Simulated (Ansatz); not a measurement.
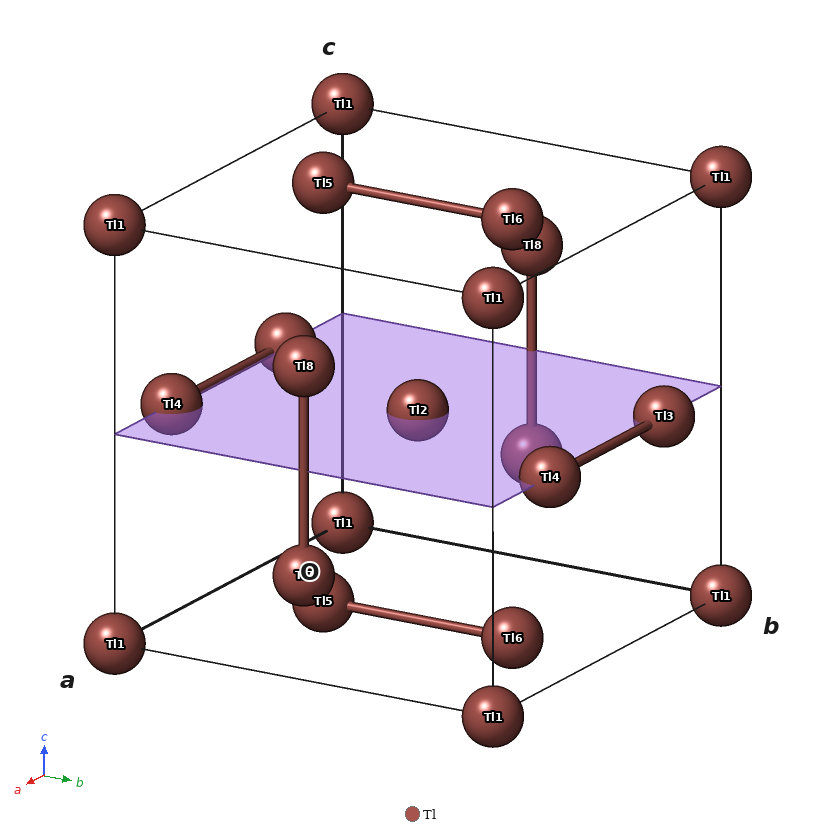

For Tl, the input geometry of an electronic-structure calculation (not necessarily at equilibrium); the starting structure was generated, so it need not be a known form of this composition: the shaded plane is a symmetry element of the crystal. Symmetry computed with spglib at a tolerance of 0.002 Å; standard conventional cell.

a = 6.334 Å, b = 6.334 Å, c = 6.334 Å, α = 90.00°, β = 90.00°, γ = 90.00°.

| atom | x | y | z |
| --- | --- | --- | --- |
| Tl1 | 0.0000 | 0.0000 | 0.0000 |
| Tl2 | 0.5000 | 0.5000 | 0.5000 |
| Tl3 | 0.2500 | 0.0000 | 0.5000 |
| Tl4 | 0.7500 | 0.0000 | 0.5000 |
| Tl5 | 0.5000 | 0.2500 | 0.0000 |
| Tl6 | 0.5000 | 0.7500 | 0.0000 |
| Tl7 | 0.0000 | 0.5000 | 0.2500 |
| Tl8 | 0.0000 | 0.5000 | 0.7500 |

Is it a mirror or a glide plane, and what is the operation?

Answer. It is a mirror plane, parallel to (0 0 1), through (1/2, 1/2, 1/2): x, y, z → x, y, −z+1.

Onto which atom does it carry each atom (up to whole multiples of a, b and c)?

Answer. Tl1 → Tl1, Tl2 → Tl2, Tl3 → Tl3, Tl4 → Tl4, Tl5 → Tl5, Tl6 → Tl6, Tl7 → Tl8, Tl8 → Tl7.

What is the crystal's space group?

Answer. Pm-3n (No. 223).
